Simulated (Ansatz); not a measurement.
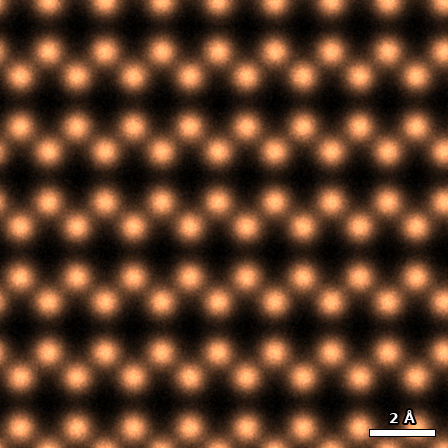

Integrated-DPC-like image of Pt. Simulated as the projected potential of neutral atoms (B = 0.5 Å²) blurred by a 0.50 Å probe, the thin-sample limit of integrated differential phase contrast. Shot noise was added.

> Give the net of the columns and its spacings.

The pattern repeats on a centred rectangular net of 1.8 × 4.7 Å.

> What is the plane group of the image?

c2mm: perpendicular mirror lines on a centred net, with further twofold points between them.

> How many columns does the smallest repeating cell hold, and how many levels of brightness?

2 columns in the primitive cell of 4.2 Å², all of one brightness.

The crystal is Pt (P6_3/mmc, No. 194) seen along [201]. Structure: a calculation's starting geometry; the starting structure was generated, so it need not be a known form of this composition.
